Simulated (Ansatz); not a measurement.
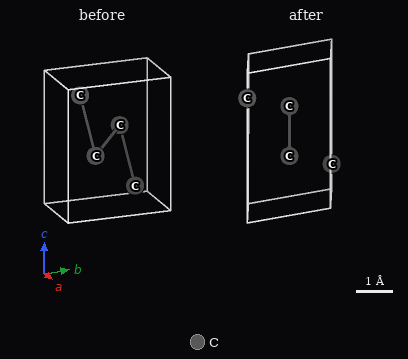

The structure of a crystal of C (built on the alpha-gallium_64 type) (coarse preliminary run) before (left) and after (right) a relaxation, at one scale.

Style: ball-and-stick. Shown: the cell of the calculation, slightly off an axis.

Case: alpha-gallium type (Cmce, No. 64).

Level of theory: Ansatz 0.2.0, DFT r2SCAN, scalar-relativistic, plane waves, PAW. Set-up: plane-wave cutoff 500 eV; k-point mesh 6 × 6 × 4; occupations gaussian; smearing width 0.1 eV; no spin polarisation; cell and atoms relaxed; force threshold 0.04 eV/Å; at most 70 steps.

Q: Summarise the run.

A: The largest moves relative to the cell, 1.11 Å, are those of C atoms. The drawn cell changes as follows: a = b 3.723 → 3.639 Å (−2.3 %), c 3.789 → 4.254 Å (+12.3 %), γ 118.9° → 140.5°; the volume changes by −22.1 %. Among the contacts that change: C–C 2.270 → 4.032 Å, C–C 2.345 → 3.906 Å, C–C 2.295 → 1.417 Å, C–C 2.044 → 1.420 Å. The space group (tolerance 0.01 Å) goes from Cmce (No. 64) to Fmmm (No. 69). Over 17 accepted moves (18 points after the start) the energy falls by 18.341 eV per cell of the calculation. The largest force component goes from 0.38 to 0.0031 eV/Å. The pressure goes from −35.75 to 0.21 GPa. The SCF was repeated once at an unchanged geometry on a basis and grid sized afresh for the cell, which shifted the energy by 1.4 meV per cell of the calculation at most. The run took of the order of 90 core-seconds on a shared host.
